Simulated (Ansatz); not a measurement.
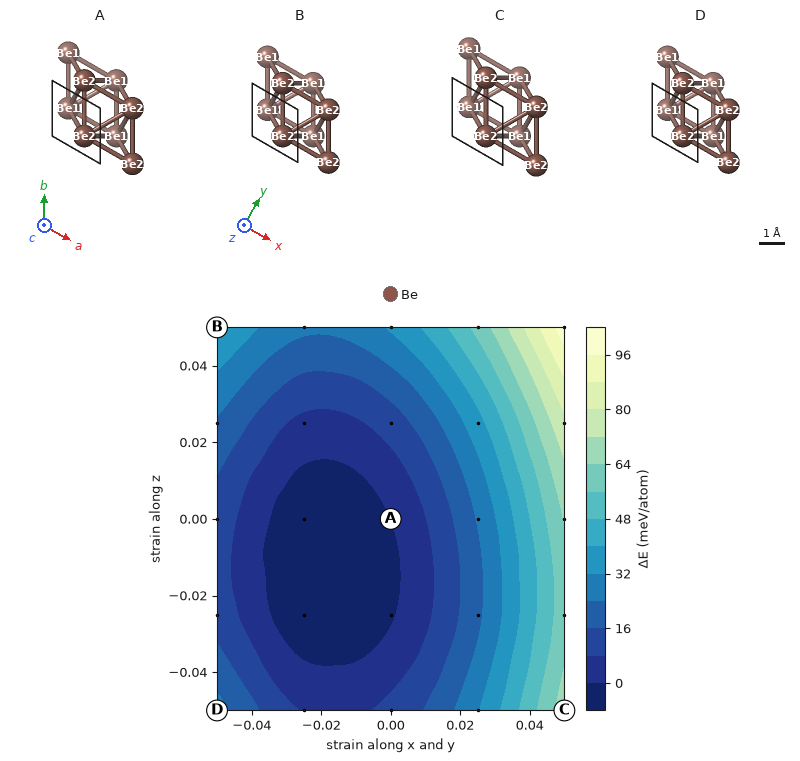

A crystal of Be (P6_3/mmc): the cell is strained equally along x and y and separately along z, with the atoms kept at their fractional coordinates. x, y and z are the Cartesian axes of the input. The map is interpolated between the computed points (dots). The lettered frames are marked on it. Style: ball-and-stick. Shown: the cell of the calculation, repeated 2 × 2 × 1 with one cell outlined, along the c axis.

These are results of DFT PBEsol, scalar-relativistic, plane waves, PAW (Ansatz 0.2.0), not measurements. (plane-wave cutoff 420 eV; k-point mesh 24 × 24 × 14; occupations gaussian; smearing width 0.15 eV; no spin polarisation). Energies (free energies at the smearing named) are counted from the cell as listed in its source, which wasn't relaxed.

**Where is the lowest point of the map, and what else does it tell?**

In pairs of (strain along x and y; strain along z): the lowest computed point lies at (−0.025, −0.025) (−5.4 meV/atom), the highest at (0.050, 0.050) (100.2 meV/atom).  Over the ranges scanned the energy rises more along the first axis, the in-plane strain. The pressure runs from −17.6 GPa at (0.050, 0.050) to 15.3 GPa at (−0.050, −0.050). The frames lie at A (0.000, 0.000): 0.0 meV/atom, B (−0.050, 0.050): 39.9 meV/atom, C (0.050, −0.050): 67.9 meV/atom, D (−0.050, −0.050): 26.8 meV/atom.
